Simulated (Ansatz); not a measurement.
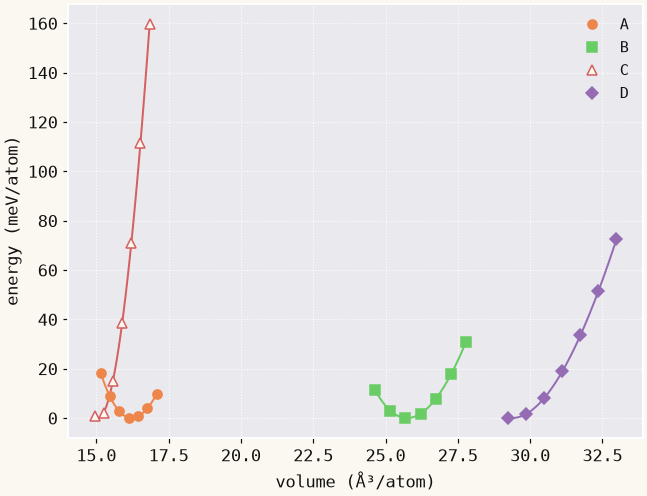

The picture above shows the energy against volume, with one curve for each element, for Al, Bi, Mo and Sb (all in space group Im-3m (No. 229)). The labels are replaced by letters.

Calculation (Ansatz 0.2.0): all-electron LAPW DFT, no spin polarisation; energies at scaled volumes of the given cell, shape and fractions fixed, counted from the fit's minimum, third-order Birch-Murnaghan fit. Level: LDA.

- occupations: Fermi–Dirac
- smearing width: 0.05 eV
- potentials: all electron LAPW, scalar relativistic

Which letter stands for which compound?

A: Al; B: Sb; C: Mo; D: Bi.

Limits of the calculation: the fit and the printed pressures don't fully agree, or the minimum lies near the end of the range (Bi); spin-orbit coupling left out, heavy elements (Bi).
